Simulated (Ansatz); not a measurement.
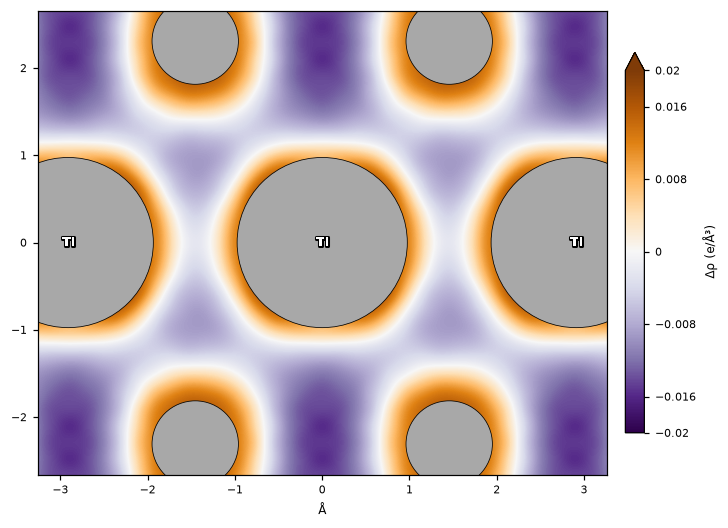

Ti. Difference of the valence pseudo-densities of two functionals at the same geometry, on the (010) plane of the calculation cell: LDA less r2SCAN.

Both computed with Ansatz (plane waves, PAW), on the same k-point mesh. Grey discs cover the atomic cores.

Q: Where does the change of functional move the electrons?

A: Against r2SCAN, LDA gives more density around Ti (+0.006 e/Å³ on average at 1.1 Å from the nucleus).
